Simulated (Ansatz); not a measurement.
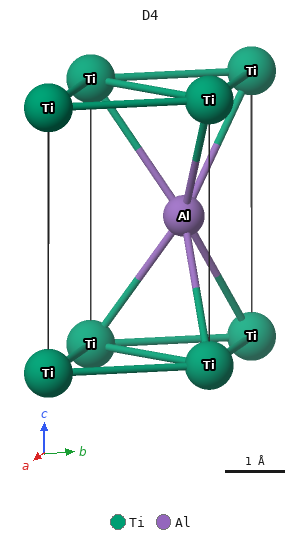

Crystalline TiAl (set up in P-6m2), relaxed (cell and atoms) with several dispersion corrections. The picture shows the result with D4. The picture is a ball-and-stick view of the cell of the calculation, seen slightly off an axis.

Computed with Ansatz 0.2.0: PBEsol, Ansatz PAW. Set-up: plane-wave cutoff 420 eV; k-point mesh 11 × 11 × 6; occupations fermi-dirac; smearing width 0.05 eV; no spin polarisation; cell and atoms relaxed; force threshold 0.01 eV/Å.

```json
{"dispersion correction": "D4", "volume (Å³/atom)": "16.006", "a (Å)": "2.836", "c (Å)": "4.596"}
{"dispersion correction": "D3(BJ)", "volume (Å³/atom)": "?", "a (Å)": "?", "c (Å)": "?"}
{"dispersion correction": "D3(BJ)-ATM", "volume (Å³/atom)": "15.662", "a (Å)": "2.812", "c (Å)": "4.575"}
{"dispersion correction": "none", "volume (Å³/atom)": "16.233", "a (Å)": "2.851", "c (Å)": "4.613"}
```

Estimate the missing row from the others, and compare with the calculation.

With D3(BJ) the volume is the smallest of the series, below D3(BJ)-ATM (15.662). The calculation gives 15.549 Å³/atom (a = 2.804 Å, c = 4.568 Å). In order of volume: D3(BJ) < D3(BJ)-ATM < D4 < none; the spread is 4.4 %.

Each member starts from this one structure; whether another phase lies lower wasn't checked.
